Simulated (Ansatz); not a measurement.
System: Si$_{11}$O$_{24}$ (cell charge −2, with a compensating background) (cell with a defect).

```yaml
crystal:
  lattice:
    - [-2.45748, 4.25649, 5.43130]
    - [4.91497, 0.00000, 5.43130]
    - [4.91497, 8.51297, 0.00000]
  atoms:
    - { symbol: Si, position: [0.99833, 0.99837, 0.27234] }
    - { symbol: Si, position: [0.49542, 0.50440, 0.01005] }
    - { symbol: Si, position: [0.92570, 0.40019, 0.03928] }
    - { symbol: O, position: [0.41822, 0.34263, 0.98326] }
    - { symbol: O, position: [0.18980, 0.92796, 0.34082] }
    - { symbol: O, position: [0.50163, 0.90259, 0.09567] }
    - { symbol: O, position: [0.02786, 0.17755, 0.12284] }
    - { symbol: O, position: [0.97269, 0.56431, 0.09351] }
    - { symbol: O, position: [0.30676, 0.60023, 0.13761] }
    - { symbol: Si, position: [0.99688, 0.00551, 0.78295] }
    - { symbol: Si, position: [0.56316, 0.08973, 0.44546] }
    - { symbol: Si, position: [0.93433, 0.39899, 0.53936] }
    - { symbol: O, position: [0.45829, 0.31503, 0.46851] }
    - { symbol: O, position: [0.20722, 0.91920, 0.83421] }
    - { symbol: O, position: [0.50607, 0.91303, 0.59288] }
    - { symbol: O, position: [0.03973, 0.17954, 0.62349] }
    - { symbol: O, position: [0.96838, 0.57436, 0.58974] }
    - { symbol: O, position: [0.30543, 0.56741, 0.63961] }
    - { symbol: Si, position: [0.49826, 0.49238, 0.51301] }
    - { symbol: Si, position: [0.07262, 0.59901, 0.20388] }
    - { symbol: Si, position: [0.43518, 0.89693, 0.26772] }
    - { symbol: O, position: [0.95649, 0.81572, 0.23746] }
    - { symbol: O, position: [0.69731, 0.42255, 0.57256] }
    - { symbol: O, position: [0.03903, 0.42694, 0.36096] }
    - { symbol: O, position: [0.53163, 0.67512, 0.36591] }
    - { symbol: O, position: [0.49580, 0.06350, 0.31323] }
    - { symbol: O, position: [0.80321, 0.07400, 0.39853] }
    - { symbol: Si, position: [0.06541, 0.60308, 0.70649] }
    - { symbol: Si, position: [0.44776, 0.90782, 0.77399] }
    - { symbol: O, position: [0.96981, 0.82438, 0.73138] }
    - { symbol: O, position: [0.68691, 0.42710, 0.08360] }
    - { symbol: O, position: [0.02015, 0.43381, 0.86107] }
    - { symbol: O, position: [0.55214, 0.68190, 0.85865] }
    - { symbol: O, position: [0.52043, 0.08888, 0.77668] }
    - { symbol: O, position: [0.82414, 0.08697, 0.91274] }
```

PAW files of the earlier set (soft_1).

Theory: Ansatz 0.2.0, DFT PBE, scalar-relativistic, plane waves, PAW.

**What will maps of the valence pseudo-density and electron localisation function show?**

Si–O (1.59 Å): ρ at the midpoint is about 1.4 e/Å³; the ELF peaks at about 0.85 between the atoms.
Si–O (1.64 Å): the density is about 1.2 e/Å³ at the midpoint; the ELF peaks at about 0.85 between the atoms.
Si–O (1.68 Å): ρ at the midpoint is about 1.1 e/Å³; the ELF peaks at about 0.85 between the atoms.

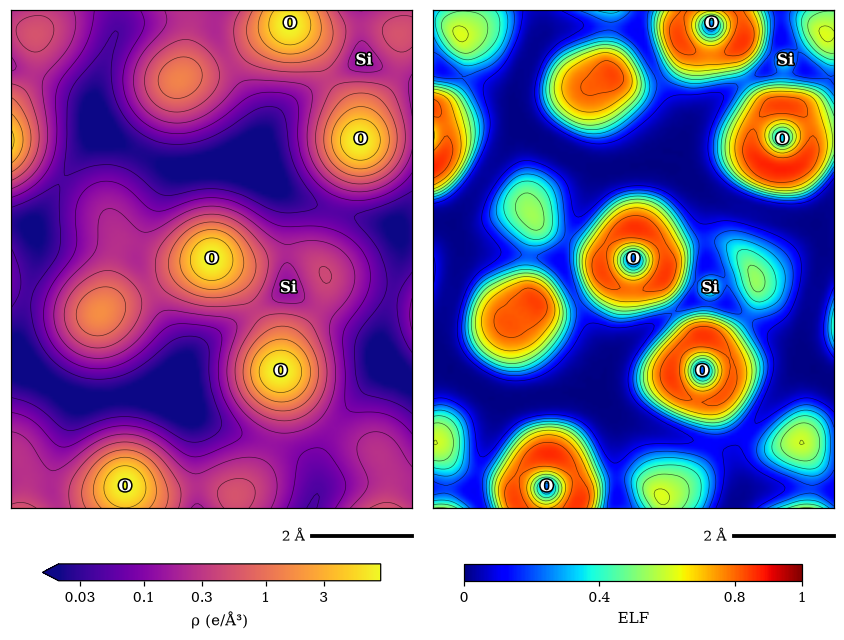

Computed valence pseudo-density and electron localisation function on the (010) plane of the calculation cell, in this order. Atoms just off the plane (Si, 0.5 Å away and O, 0.6 Å away) can leave unmarked features too.

In a PAW calculation such maps are meaningful between the atoms, not at the nuclei.
